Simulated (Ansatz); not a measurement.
Ga16N15 (cell with a defect)

```
CELL_PARAMETERS angstrom
-4.54848 -4.54848 4.54848
4.54848 4.54848 4.54848
-4.54848 4.54848 -4.54848
ATOMIC_POSITIONS crystal
Ga 0.75876 0.50322 0.75847
Ga 0.00091 0.50140 0.49984
Ga 0.75067 0.75084 0.50217
Ga 0.25040 0.50296 0.25011
Ga 0.99436 0.75076 0.24186
Ga 0.74982 0.00052 0.25029
Ga 0.50014 0.50135 0.00063
Ga 0.24260 0.75091 0.99426
Ga 0.00626 0.99953 0.00600
Ga 0.75033 0.25026 0.99974
Ga 0.50242 0.75083 0.75026
Ga 0.25058 0.00048 0.74942
Ga 0.99997 0.25024 0.75000
Ga 0.49843 0.99923 0.49821
Ga 0.25124 0.25168 0.50055
Ga 0.50074 0.25168 0.25093
N 0.25105 0.75093 0.74765
N 0.00154 0.99979 0.75295
N 0.50054 0.75102 0.50022
N 0.24765 0.99918 0.49621
N 0.00051 0.25098 0.50018
N 0.74806 0.75097 0.25078
N 0.49645 0.99913 0.24729
N 0.25301 0.25401 0.25272
N 0.99944 0.50257 0.24804
N 0.75317 0.99977 0.00123
N 0.50041 0.25093 0.00016
N 0.24827 0.50253 0.99910
N 0.74986 0.24785 0.74961
N 0.50432 0.50203 0.75236
N 0.75267 0.50209 0.50421
```

The program warned that a starting moment wasn't kept; spin-polarised, but the moments vanished.

Level of theory: Ansatz 0.2.0, DFT PBE, scalar-relativistic, plane waves, PAW.

The density is the valence pseudo-density of a PAW calculation; it isn't the true density close to the nuclei.

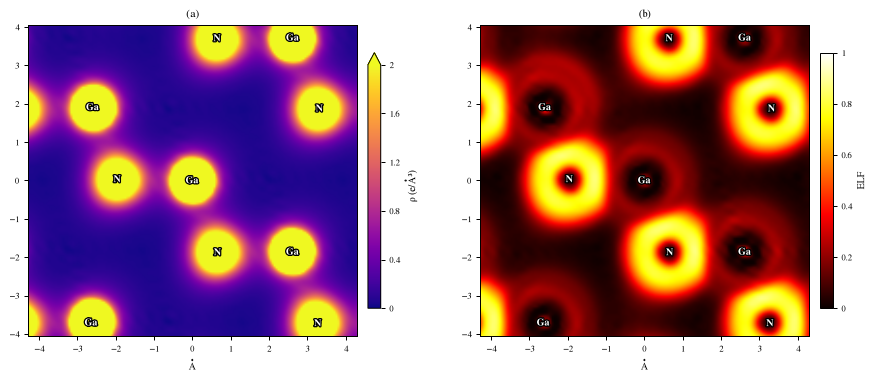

Figure 1. (a) valence pseudo-density; (b) ELF on the (010) plane of the calculation cell.

**Read the bonding off the picture.**

The plane passes through Ga and N nuclei.
Ga–N (1.98 Å): ρ is about 0.72 e/Å³ halfway; the ELF peaks at about 0.85 in the valence shell of N, 0.7 Å from its nucleus, and is about 0.45 at the midpoint.
Between the atoms the lowest density in this plane is 0.02 e/Å³.

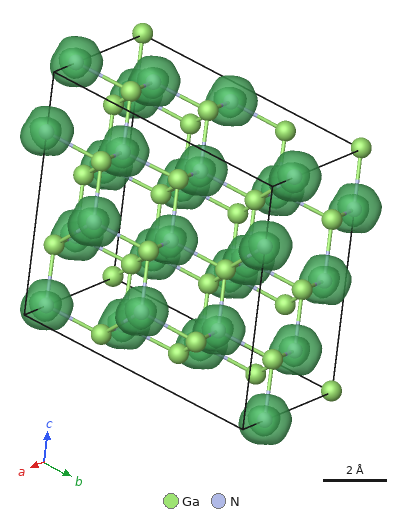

Figure 2. Isosurface of the electron localisation function at 0.75 (green), seen slightly off an axis. Only the valence region is drawn (cores and ρ < 0.01 e/Å³ removed). Sticks mark near contacts.

**What do the ELF domains correspond to?**

The ELF exceeds this value in 15 regions wrapped around N (the valence shell of each), counted in one cell of 31 atoms. Any copies at cell faces, edges or corners count once.


Ga–N (1.96 Å): the ELF peaks at about 0.85 in the valence shell of N, 0.7 Å from its nucleus, and is about 0.50 at the midpoint.
